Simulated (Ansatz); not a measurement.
Input

```
crystal:
  lattice:
    - [0.0, 2.7253992947, 2.7253992947]
    - [2.5643281964, 0.0, 2.7253992947]
    - [2.5643281964, 2.7253992947, 0.0]
  atoms:
    - { symbol: Ga, position: [0.0, 0.0, 0.0] }
    - { symbol: P, position: [0.25, 0.25, 0.25] }
kpoints:
  mp_grid: { grid: [8, 8, 8] }
  band_path:
    path:
      - [0.0, 0.0, 0.0]
      - [-0.5, -0.5, 0.0]
      - [-0.375, -0.375, 0.25]
      - [-0.375, 0.0, 0.375]
      - [0.0, 0.0, 0.5]
      - [-0.5, -0.25, 0.25]
      - [0.0, 0.419271, 0.419271]
    npoints: 1
hamiltonian:
  xc: pbe
scf:
  occupations: { method: fermi_dirac, width: 0.02 }
  n_extra_bands: 4
output:
  forces: true
  stress: true
  eigenvalues: true
  write_density: true
  write_potential: true
  elf: true
  volumetric_format: npy
```

Run with:

```sh
ansatz run input.yaml --threads 4 --pin off --max-ram 3686MiB --backend cpu --events-out ev --progress --plain --runs-dir out
```

Below, planes, directions and counts refer to the conventional cell (a = 3.85 Å, b = 3.85 Å, c = 5.13 Å, α = 90.00°, β = 90.00°, γ = 90.00°).

Space group I-4m2; started from the zincblende prototype, which need not be the ambient phase; changed on purpose from its base cell (uniaxial x strain -5.9%); computed pressure about 8 GPa in this cell.

Computed with DFT, PBE, plane waves, PAW (Ansatz).

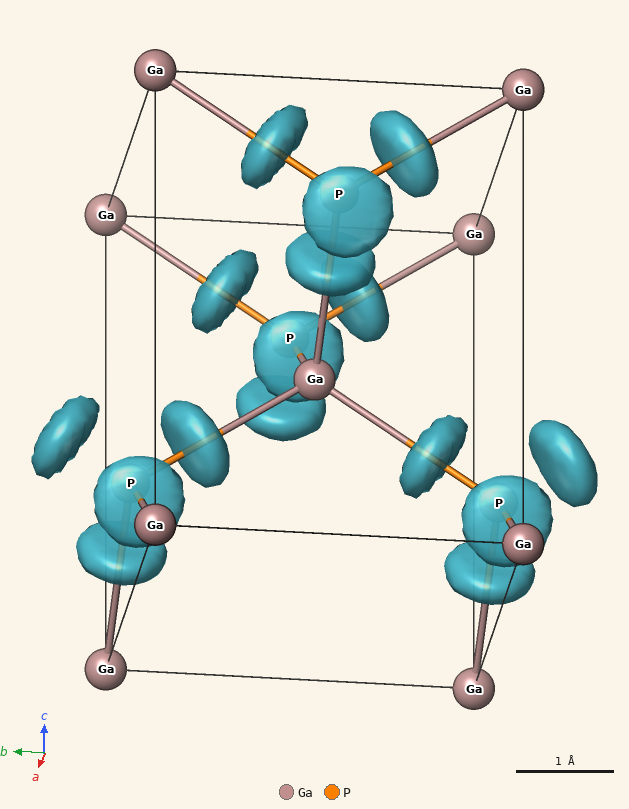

GaP. Isosurface of the ELF at 0.85 (cyan), seen at an oblique angle. Core shells and regions of very low density are left out. Sticks mark near contacts.

In a PAW calculation such maps are meaningful between the atoms, not at the nuclei.

Q: What do the ELF domains correspond to?

A: The ELF exceeds this value in eight lobes of the valence shell of P pointing towards Ga (polar bonds), counted in one cell of 4 atoms. Regions shared between cells count once. Along the contacts the grid gives the following. Ga–P (2.31 Å): the ELF peaks at about 0.90 in the valence shell of P, 0.9 Å from its nucleus, and is about 0.75 at the midpoint.

Q: Does the calculation make it a metal, or give it a gap?

A: It is gapped, with a Kohn–Sham gap of 0.90 eV on the k-point mesh (the band edges may lie off the mesh, which would make the gap smaller).
